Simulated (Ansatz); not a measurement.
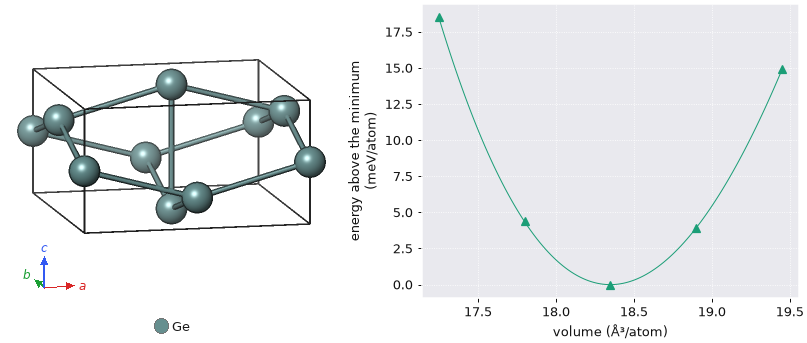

The figure shows the energy above the minimum against volume for Ge, space group I4_1/amd (No. 141). The conventional cell is drawn beside the plot.

Cell as given: a = 3.884 Å, b = 3.884 Å, c = 3.884 Å, α = 97.43°, β = 97.43°, γ = 137.85°; 2 atoms.

Calculation (Ansatz 0.2.0): third-order Birch-Murnaghan fit to density functional energies at scaled volumes of the given relaxed cell, shape and atoms relaxed at each volume; energies count from the fitted minimum; plane waves with PAW datasets, Γ-centred k mesh. Level: PBEsol, no spin polarisation.

- wave cutoff: 420 eV
- k mesh: 16×16×16
- occupations: Gaussian
- smearing width: 0.1 eV

Question: What equilibrium volume and bulk modulus follow from the curve?

Answer: A third-order Birch–Murnaghan fit gives V0 = 18.35 Å³/atom, B0 = 80.3 GPa and B′ = 4.5.

Question: Is there a gap?

Answer: No, the levels on the k mesh show a metal at every point.
